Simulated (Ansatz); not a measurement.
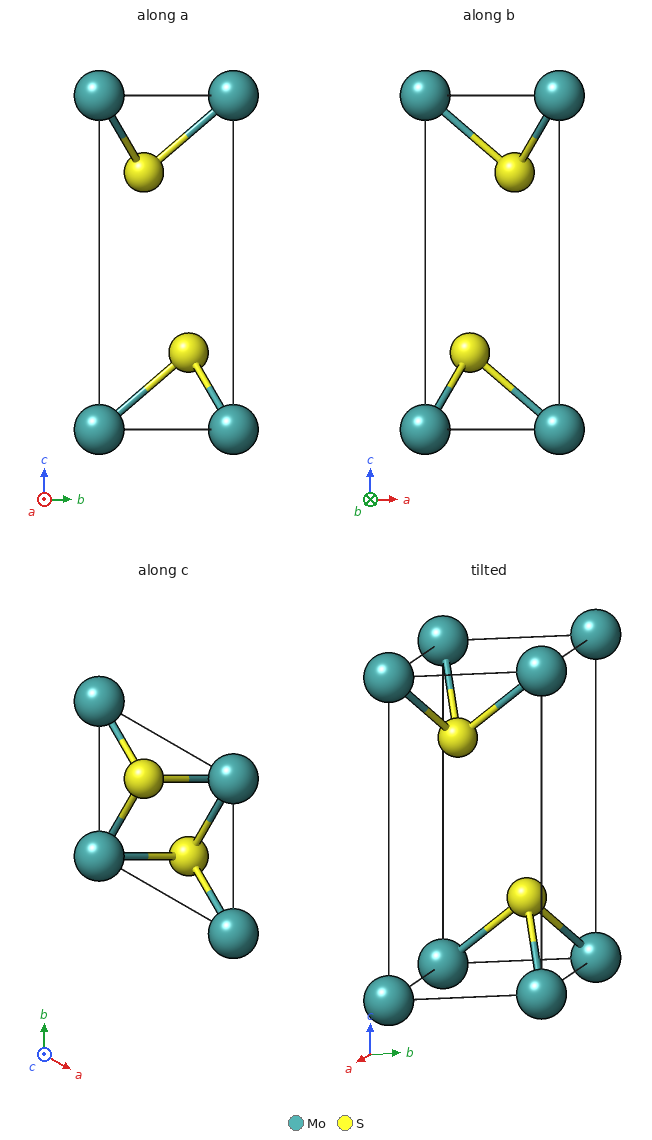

A ball-and-stick rendering, viewed along the a axis, along the b axis, along the c axis and slightly off an axis. The conventional unit cell is outlined; an atom on or near a face, edge or corner is repeated at each equivalent position.

Lattice parameters: a = 3.192 Å, b = 3.192 Å, c = 6.884 Å, α = 90.00°, β = 90.00°, γ = 120.00°. Put a along x and b in the xy plane.

Write down what is shown as a POSCAR file, with free fractional coordinates to two decimals.

Answer.
```
Mo S
1.0
     3.192    0.000    0.000
    -1.596    2.764    0.000
     0.000    0.000    6.884
Mo S
1 2
Direct
  0.00 0.00 0.00
  0.3333 0.6667 0.23
  0.6667 0.3333 0.77
```

Origin of the cell: a structure type filled with these elements by a generator (whether the compound takes this form wasn't checked). What is shown is the relaxed result from DFT, PBE, PAW with Ansatz's default frozen-core files, scalar-relativistic in Ansatz 0.2.0.
